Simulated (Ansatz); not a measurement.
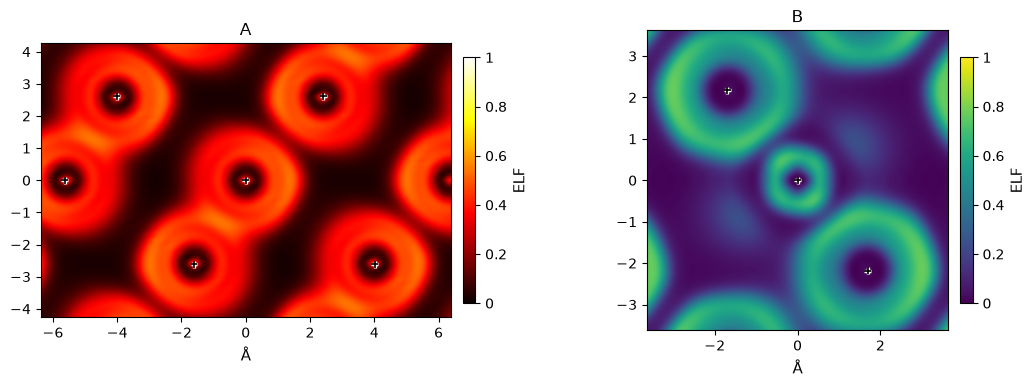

The ELF of 2 systems, each on a plane through atoms (crosses mark nuclei in the plane).

Level of theory: DFT r2SCAN+D3(BJ), scalar-relativistic, plane waves, PAW (Ansatz).

System 1: Bi, the (110) plane of the conventional cell. Space group R-3m.

```
Bi
1.0
     4.51747    0.00000    0.00000
    -2.25874    3.91225    0.00000
     0.00000    0.00000   12.05916
Bi
6
Direct
  0.00000 0.00000 0.23341
  0.66667 0.33333 0.56674
  0.33333 0.66667 0.90008
  0.66667 0.33333 0.09992
  0.33333 0.66667 0.43326
  0.00000 0.00000 0.76659
```

System 2: TiTe2, the (110) plane of the conventional cell. Space group P-3m1; computed without spin polarisation.

> Match each panel to its system.

Panel A is system 1, Bi: the plane holds Bi. Bi–Bi (3.06 Å): the ELF reaches about 0.55 near the midpoint. Panel B is system 2, TiTe2: the plane holds Ti and Te. Ti–Te (2.76 Å): the ELF peaks at about 0.70 in the valence shell of Te, 1.3 Å from its nucleus, and is about 0.65 at the midpoint.
